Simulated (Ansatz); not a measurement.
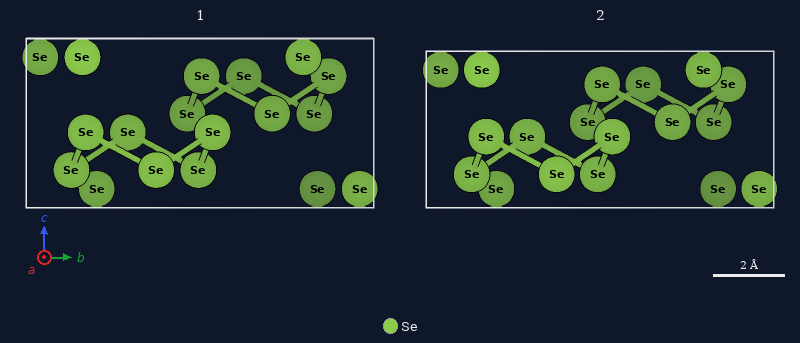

Two geometries of solid Se (set up in R-3), drawn at one scale. One is the start of a relaxation, the other its converged end. The picture is a ball-and-stick view of the conventional cell (3 times the calculation's cell), seen along the a axis. Lengths and directions refer to the drawn axes.

The calculation used DFT r2SCAN, scalar-relativistic, plane waves, PAW in Ansatz. (plane-wave cutoff 500 eV; k-point mesh 6 × 6 × 6; occupations gaussian; smearing width 0.02 eV; no spin polarisation; cell and atoms relaxed; force threshold 0.005 eV/Å; at most 80 steps)

### Which of the two is the end point?

Structure 1 is the relaxed one. The energy falls by 6.6 meV per atom in 6 accepted moves (8 points after the start). The largest force component goes from 0.1 to 0.0015 eV/Å. Pressure: 1.18 GPa at the start and 0.01 GPa at the end. The line search rejected the trial step at point 3 of the run. At 1 point the geometry stayed and the basis and grid were re-selected for the new cell (energy shift of 0.1 meV per atom at most each time). The largest moves relative to the cell, 0.048 Å, are those of Se atoms. The drawn cell changes as follows: a = b 11.362 → 11.364 Å (0.0 %), c 4.429 → 4.785 Å (+8.0 %); the volume changes by +8.1 %. Among the contacts that change: Se–Se 2.356 → 2.366 Å. The space group stays R-3 (No. 148). Cost: 5.9 min on 1 thread of Intel(R) Xeon(R) Platinum 8375C CPU @ 2.90GHz (Ice Lake), on a shared host, peak memory 1.2 GiB.
